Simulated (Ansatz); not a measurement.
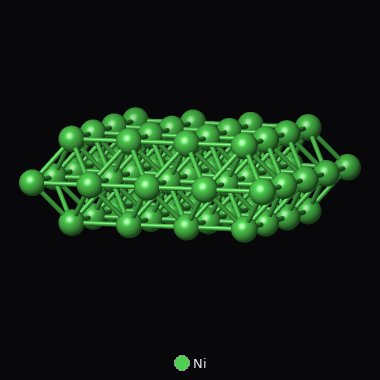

The system is O on a Ni(100) slab cut from the Fm-3m phase, its upper half relaxed before the scan (12 atoms of substrate and one adsorbate in a 2 × 2 cell); the picture shows it without the atoms that are moved over the map. O is moved along a line over the surface and along the normal, above a rigid substrate. Coordinates scanned: (1) position of O13 along the diagonal of the surface cell, from above Ni9; (2) height of O13 above the plane of Ni9. The grid has 6 × 8 points; 24 points were computed and 11 follow by symmetry. At 13 points there is no value (left out of the scan, as a rule where atoms come close). Points are written as (first, second). All energies are given in eV relative to the lowest grid point. Energies and slopes of some neighbouring points disagree (a jump in structure or state, or too coarse a mesh). The electronic state followed may not be the lowest one. Computed with Ansatz 0.2.0, DFT PBE, scalar-relativistic, plane waves, PAW. Settings: cutoff 420 eV, k-mesh 6×6×1, gaussian smearing 0.1 eV, spin-polarised.

Range: position of O13 along the diagonal of the surface cell from 0.00 to 2.93 Å; height of O13 above the plane of Ni9 from 0.27 to 3.65 Å.

### Predict the map.

The lowest grid point is at (1.76 Å, 0.72 Å) [nearest 4 Ni at 1.90 Å]. The highest grid point, (1.76 Å, 3.65 Å), lies 5.43 eV above the lowest.

```csv
"second ↓, first →",0.00,0.59,1.17,1.76,2.35,2.93
3.65,5.42,5.41,5.42,5.43,5.42,5.41
2.95,5.02,5.01,5.06,5.12,5.06,5.01
2.45,4.16,4.22,4.35,4.41,4.35,4.22
2.05,2.90,3.03,3.27,3.39,3.27,3.03
1.61,1.82,1.62,1.64,1.78,1.64,1.62
1.16,–,–,0.73,0.31,0.73,–
0.72,–,–,–,0.00,–,–
0.27,–,–,–,0.93,–,–
```

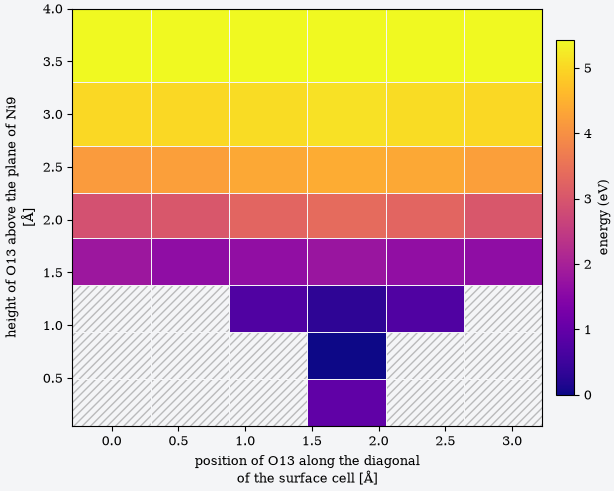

In the figure: one coloured cell a grid point, hatched blanks where no value was computed.

Time for the 24 points that were run: 56 min on 8 threads of Arm Neoverse N1, with other jobs on the host.

PAW datasets: the set soft_1.
